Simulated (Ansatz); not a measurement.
**From SiC to HfC**

System: SiC (P6₃mc, 4 atoms in the cell).
Method of the first run: DFT r2SCAN, scalar-relativistic, plane waves, PAW, no spin polarisation (Ansatz 0.2.0).
System of the second run: HfC (P6₃mc, 4 atoms in the cell).

On the first run: The structure derives from a Materials Project entry. On the second run: The structure was made by swapping elements on the sites of another compound; it need not be a known phase. It belongs to a series of runs on one base structure; here: Si -> Hf on all its sites, cell and atoms relaxed. Text and figures count atoms from 1; the logs count them from 0 in places.

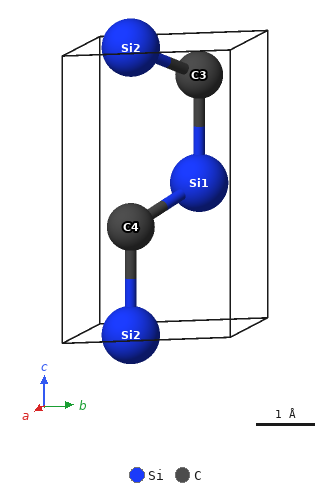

**Figure 1.** The structure as given in the input (ball-and-stick view of the cell of the calculation, seen slightly off an axis; atoms are numbered from 1 in the order of the input). Near neighbours in the crystal (not all of them lie inside the picture): Si has 4 C at 1.88 to 1.90 Å; C has 4 Si at 1.88 to 1.90 Å.

## Input, the first run
```yaml
crystal:
  lattice:
    - [3.0735139282, 0.0, 0.0]
    - [-1.5367569641, 2.6617411407, 0.0]
    - [0.0, 0.0, 5.04524771]
  atoms:
    - { symbol: Si, position: [0.33333333, 0.66666667, 0.4996024] }
    - { symbol: Si, position: [0.66666667, 0.33333333, 0.9996024] }
    - { symbol: C, position: [0.33333333, 0.66666667, 0.8753976] }
    - { symbol: C, position: [0.66666667, 0.33333333, 0.3753976] }
basis:
  ecutwfc: 500
kpoints:
  mp_grid: { grid: [6, 6, 4] }
hamiltonian:
  xc: r2scan
scf:
  occupations: { method: gaussian, width: 0.1 }
output:
  forces: true
  stress: true
  eigenvalues: true
```

Command:
```bash
ansatz run input.yaml --threads 1 --pin off --max-ram 2560MiB --backend cpu --events-out ev --progress --plain --runs-dir out
```

Hardware: 1 thread of Oxide Virtual Turin-like (Zen 5), 32 GiB of memory available, shared host.

## Output, shortened to warnings, some set-up lines, iterations and results (the first run)
```
Basis set: ecut = 500 eV, 1099 PW (Γ), exchange–correlation on 96×96×160 points (64 copies of the dense FFT grid, shifted against one another)
Symmetry: 12 space group operations
k-points: 21 of 144 (time reversal used)
Initial density: superposition of atomic densities (neutral atoms: chi_scale 0, normalization atom), corrected by the library's trained network
[...]
SCF iter   1: F=—  HF=-1782.551815 eV  |F-HF|=—  |Δ(HF+E_count)|=         —  Δρ=5.94e-3  dr2=9.63e-3  dr2_τ=3.94e-1  ethr=1.77e-3  ⟨swp⟩=5.2  Hψ=1666  notcnv=0
SCF iter   2: F=—  HF=-1782.642294 eV  |F-HF|=—  |Δ(HF+E_count)|=   9.05e-2  Δρ=4.05e-3  dr2=3.61e-3  dr2_τ=6.85e-5  ethr=6.02e-5  ⟨swp⟩=2.0  Hψ=672  notcnv=0
SCF iter   3: F=—  HF=-1782.642211 eV  |F-HF|=—  |Δ(HF+E_count)|=   8.27e-5  Δρ=1.06e-3  dr2=3.81e-4  dr2_τ=1.07e-5  ethr=2.26e-5  ⟨swp⟩=2.5  Hψ=400  notcnv=0
SCF iter   4: F=—  HF=-1782.642270 eV  |F-HF|=—  |Δ(HF+E_count)|=   5.89e-5  Δρ=1.24e-4  dr2=4.46e-6  dr2_τ=1.17e-6  ethr=2.38e-6  ⟨swp⟩=2.1  Hψ=405  notcnv=0
SCF iter   5: F=—  HF=-1782.642277 eV  |F-HF|=—  |Δ(HF+E_count)|=   7.10e-6  Δρ=5.53e-5  dr2=9.87e-7  dr2_τ=4.03e-8  ethr=2.79e-8  ⟨swp⟩=2.0  Hψ=417  notcnv=0
SCF iter   6: F=—  HF=-1782.642277 eV  |F-HF|=—  |Δ(HF+E_count)|=   1.75e-7  Δρ=2.11e-5  dr2=1.42e-7  dr2_τ=1.21e-9  ethr=6.17e-9  ⟨swp⟩=2.0  Hψ=418  notcnv=0
SCF iter   7: F=-1782.642277 eV  HF=-1782.642277 eV  |F-HF|=7.31e-10  |Δ(HF+E_count)|=   1.76e-8  Δρ=5.10e-6  dr2=8.58e-9  dr2_τ=6.98e-11  ethr=6.25e-10  ⟨swp⟩=4.1  Hψ=841  …
SCF 1 converged in 7 iterations: F = -1782.642277 eV  dr2 = 8.58e-9
SCF converged after 7 iterations
Free energy (F): -1782.642277 eV
Harris-Foulkes:  -1782.642277 eV  (|F-HF|=7.31e-10)
Internal energy: -1782.642277 eV  (E = F + TS)
E sigma→0 (E₀):  -1782.642277 eV
Fermi energy:    10.873937 eV
--- Per-component energies (eV) ---
  E_band       = 51.501504
  E_kinetic    = 272.482329
  E_local      = -208.819448  (includes V_loc(G=0)·N_el)
  E_nonlocal   = 100.710623
  E_hartree    = 65.878496
  E_xc         = -202.853530
  E_vxc        = -237.472588  (∫ρ·V_xc dr)
  E_paw        = -1240.592696  (= ΣΔE_a)
  E_vpaw       = -18.301734  (= ΣTr[D̂ρ^β])
  E_aug_tail   = 0.000016  (compensation charges beyond the density's cutoff)
  E_vtau       = 11.144428  (kinetic-family band-sum trace: ∫τ·v_τ [+ j·A + Jᵃ·Aᵃ] dr)
  E_ewald      = -569.245654
  E_core_change = -0.202413  (= ΣΔE_core)
  E_smearing   = -0.000000  (= −TS)
  E_closure    = -0.000000  (closes the sum)
  Σ components = -1782.642277   (vs F -1782.642277, Δ=0.00e0)
--- Forces (eV/Å), atoms counted from 1 ---
  atom   1  Si     0.00000000    -0.00000000    -0.00701419
  atom   2  Si     0.00000000     0.00000000    -0.00701419
  atom   3  C      0.00000000    -0.00000000     0.00701091
  atom   4  C     -0.00000000     0.00000000     0.00701091
  max |Σ_I F_I| component: 6.58e-6 eV/Å
--- Stress (GPa, compression-positive) ---
        0.457904       0.000000       0.000000
        0.000000       0.457904      -0.000000
        0.000000      -0.000000       0.300380
  P = ⅓ Tr σ = 0.4054 GPa (4.054 kbar)
```

For the second run the input was changed thus:
```diff
-    - [3.0735139282, 0.0, 0.0]
-    - [-1.5367569641, 2.6617411407, 0.0]
-    - [0.0, 0.0, 5.04524771]
+    - [3.7234168979, 0.0, 0.0]
+    - [-1.861708449, 3.2245736225, 0.0]
+    - [0.0, 0.0, 6.1122794607]
-    - { symbol: Si, position: [0.33333333, 0.66666667, 0.4996024] }
-    - { symbol: Si, position: [0.66666667, 0.33333333, 0.9996024] }
-    - { symbol: C, position: [0.33333333, 0.66666667, 0.8753976] }
-    - { symbol: C, position: [0.66666667, 0.33333333, 0.3753976] }
+    - { symbol: Hf, position: [0.3333333333, 0.6666666667, 0.4996013827] }
+    - { symbol: Hf, position: [0.6666666667, 0.3333333333, 0.9996013827] }
+    - { symbol: C, position: [0.3333333333, 0.6666666667, 0.8753986173] }
+    - { symbol: C, position: [0.6666666667, 0.3333333333, 0.3753986173] }
```

What does this change do to the results?

The total energies belong to different systems, so their difference says nothing on which is more stable or more accurate. The gap on the mesh goes from 2.65 to 1.33 eV. The pressure goes from 0.41 to −19.43 GPa. The largest force goes from 0.007 to 0.327 eV/Å. The volume per atom goes from 10.32 to 18.35 Å³. The SCF takes 8 iterations against 7. The plane waves at Γ go from 1099 to 1823. On the same kind of shared host the second run took about 3.3 times as long.

## Output, shortened to warnings, some set-up lines, iterations and results (the second run)
```
Basis set: ecut = 500 eV, 1823 PW (Γ), exchange–correlation on 120×120×180 points (64 copies of the dense FFT grid, shifted against one another)
Symmetry: 12 space group operations
k-points: 21 of 144 (time reversal used)
Initial density: superposition of atomic densities (neutral atoms: chi_scale 0, normalization atom), corrected by the library's trained network
[...]
SCF iter   1: F=—  HF=-31971.047222 eV  |F-HF|=—  |Δ(HF+E_count)|=         —  Δρ=1.10e-2  dr2=1.18e-1  dr2_τ=2.75e-1  ethr=1.77e-3  ⟨swp⟩=4.2  Hψ=2331  notcnv=0
SCF iter   2: F=—  HF=-31971.029094 eV  |F-HF|=—  |Δ(HF+E_count)|=   1.81e-2  Δρ=4.90e-3  dr2=1.51e-2  dr2_τ=3.24e-3  ethr=1.96e-4  ⟨swp⟩=2.0  Hψ=1468  notcnv=0  defer=23
SCF iter   3: F=—  HF=-31971.031657 eV  |F-HF|=—  |Δ(HF+E_count)|=   2.56e-3  Δρ=3.10e-3  dr2=4.98e-3  dr2_τ=3.48e-4  ethr=2.52e-5  ⟨swp⟩=2.0  Hψ=1187  notcnv=0  defer=8
SCF iter   4: F=—  HF=-31971.032627 eV  |F-HF|=—  |Δ(HF+E_count)|=   9.70e-4  Δρ=9.12e-4  dr2=7.45e-4  dr2_τ=1.19e-4  ethr=8.29e-6  ⟨swp⟩=2.7  Hψ=1413  notcnv=0  defer=8
SCF iter   5: F=—  HF=-31971.032640 eV  |F-HF|=—  |Δ(HF+E_count)|=   1.25e-5  Δρ=2.25e-4  dr2=2.99e-5  dr2_τ=1.94e-6  ethr=1.24e-6  ⟨swp⟩=2.0  Hψ=1187  notcnv=0  defer=8
SCF iter   6: F=—  HF=-31971.032672 eV  |F-HF|=—  |Δ(HF+E_count)|=   3.20e-5  Δρ=4.87e-5  dr2=2.24e-6  dr2_τ=9.04e-8  ethr=4.98e-8  ⟨swp⟩=2.0  Hψ=893  notcnv=0  defer=8
SCF iter   7: F=—  HF=-31971.032672 eV  |F-HF|=—  |Δ(HF+E_count)|=   2.33e-7  Δρ=1.14e-5  dr2=1.26e-7  dr2_τ=9.39e-9  ethr=3.73e-9  ⟨swp⟩=2.0  Hψ=893  notcnv=0  defer=8
SCF iter   8: F=-31971.032672 eV  HF=-31971.032672 eV  |F-HF|=3.42e-10  |Δ(HF+E_count)|=   3.39e-9  Δρ=1.73e-6  dr2=1.53e-9  dr2_τ=4.05e-10  ethr=1.67e-10  ⟨swp⟩=6.0  Hψ=2869 …
SCF 1 converged in 8 iterations: F = -31971.032672 eV  dr2 = 1.53e-9
SCF converged after 8 iterations
Free energy (F): -31971.032672 eV
Harris-Foulkes:  -31971.032672 eV  (|F-HF|=3.42e-10)
Internal energy: -31971.032672 eV  (E = F + TS)
E sigma→0 (E₀):  -31971.032672 eV
Fermi energy:    12.828892 eV
--- Per-component energies (eV) ---
  E_band       = -271.562202
  E_kinetic    = 1004.974609
  E_local      = -12329.318612  (includes V_loc(G=0)·N_el)
  E_nonlocal   = -2445.586598
  E_hartree    = 5667.429057
  E_xc         = -655.758990
  E_vxc        = -708.340822  (∫ρ·V_xc dr)
  E_paw        = -14101.684114  (= ΣΔE_a)
  E_vpaw       = 2836.813675  (= ΣTr[D̂ρ^β])
  E_aug_tail   = 0.000005  (compensation charges beyond the density's cutoff)
  E_vtau       = 35.038389  (kinetic-family band-sum trace: ∫τ·v_τ [+ j·A + Jᵃ·Aᵃ] dr)
  E_ewald      = -9111.681524
  E_core_change = 0.593496  (= ΣΔE_core)
  E_smearing   = -0.000000  (= −TS)
  E_closure    = 0.000000  (closes the sum)
  Σ components = -31971.032672   (vs F -31971.032672, Δ=0.00e0)
--- Forces (eV/Å), atoms counted from 1 ---
  atom   1  Hf     0.00000000     0.00000000    -0.32685993
  atom   2  Hf    -0.00000000    -0.00000000    -0.32685993
  atom   3  C      0.00000000     0.00000000     0.32684062
  atom   4  C     -0.00000000    -0.00000000     0.32684062
  max |Σ_I F_I| component: 3.86e-5 eV/Å
--- Stress (GPa, compression-positive) ---
      -17.050082      -0.000000      -0.000000
       -0.000000     -17.050082       0.000000
       -0.000000       0.000000     -24.182834
  P = ⅓ Tr σ = -19.4277 GPa (-194.277 kbar)
```

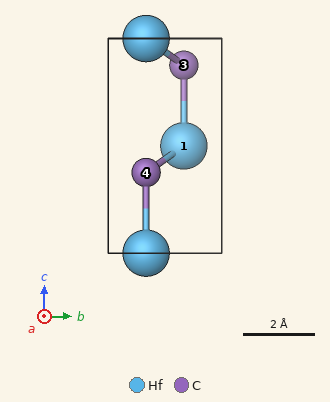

**Figure 2.** The input structure of the second run (ball-and-stick view of the cell of the calculation, along the a axis; atoms are numbered from 1 in the order of the input).

## The two runs side by side

| quantity | the first run | the second run |
| --- | --- | --- |
| outcome | converged | converged |
| free energy per atom (eV) | −445.6606 | −7992.7582 |
| gap on the mesh (eV) | 2.65 | 1.33 |
| pressure (GPa) | 0.41 | −19.43 |
| volume per atom (Å³) | 10.32 | 18.35 |
| largest force (eV/Å) | 0.007 | 0.327 |
| SCF iterations | 7 | 8 |
| irreducible k-points | 21 | 21 |
| plane waves at Γ | 1099 | 1823 |
| wall time (shared host) | 3.8 s | 12 s |

For the second run: Spin–orbit coupling is left out, which matters for Hf. The cell is under a tension of 19.4 GPa at this level, so it is not at its equilibrium volume.
